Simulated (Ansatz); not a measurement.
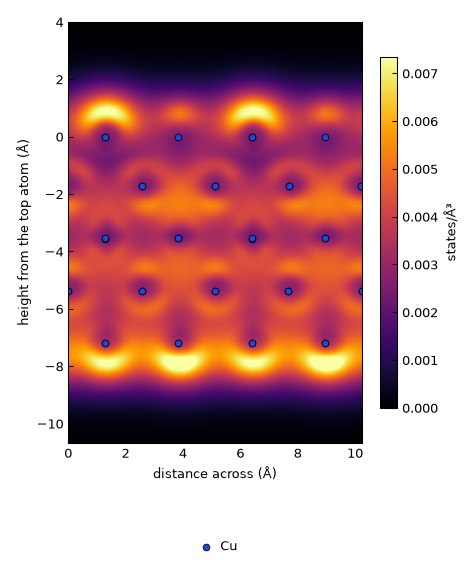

Density of all states between +0.25 and +0.50 eV (zero: the Fermi level) of Cu(100) (Fm-3m bulk, 5 atomic planes (those closer than 0.6 Å count as one), 7 Å) with one Cu vacancy in a 2 × 2 cell: side view, averaged along the second cell vector.

The picture shows the smooth PAW orbitals' density alone, which lacks about 34 % of these states' charge, near the nuclei; the shares below count all of it.

Theory: Ansatz, DFT PBE, scalar-relativistic, plane waves, PAW. Cutoff 420 eV, 10 × 10 k-points, Gaussian smearing 0.1 eV, dipole correction. The slab is a cut without reconstruction beyond its cell, at the source's lattice constants, with its lower half held fixed and the rest relaxed. The defects repeat every 5.1 Å and interact, so states at the Fermi level and the work function belong to this dense array. No spin polarisation. The run couldn't confirm all of its levels under its output density. The run warns that the functional's potential is rough in the thin density of the vacuum, where the tip is; weak contrasts and barriers may feel it.

Q: How is this energy window spread over the atomic planes?

A: The window holds 1.8 states per cell. Shares by plane (space cut midway between planes), top to bottom: Cu (3 atoms) 19 %, Cu (4 atoms) 18 %, Cu (4 atoms) 19 %, Cu (4 atoms) 19 %, Cu (4 atoms) 26 %; the outer planes' shares include the vacuum, and density in a gap between layers is shared out between the planes on either side.
